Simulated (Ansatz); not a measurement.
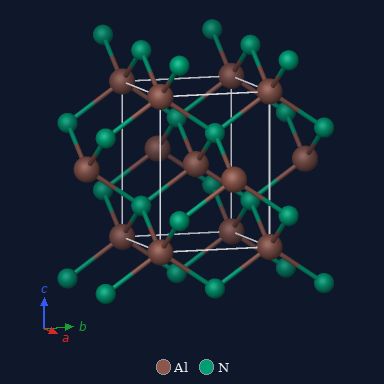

An orthographic ball-and-stick view of the structure, slightly off an axis. The lines enclose the conventional unit cell; boundary atoms appear with their images. Bonded neighbours in the next cells are drawn too.

What is this?

- The material is AlN.
- Space group I-4m2 (No. 119), lattice body-centred tetragonal.
- It has 4 atoms to the cell (2 Al, 2 N).
- Around each Al lie four N in a tetrahedral arrangement. The neighbours of N are four Al in a tetrahedral arrangement.
- The bonds build a three-dimensional framework.

Its origin is a structure listed in the Materials Project. The cell was then strained or its atoms displaced on purpose. It was run through Ansatz as a DFT input.
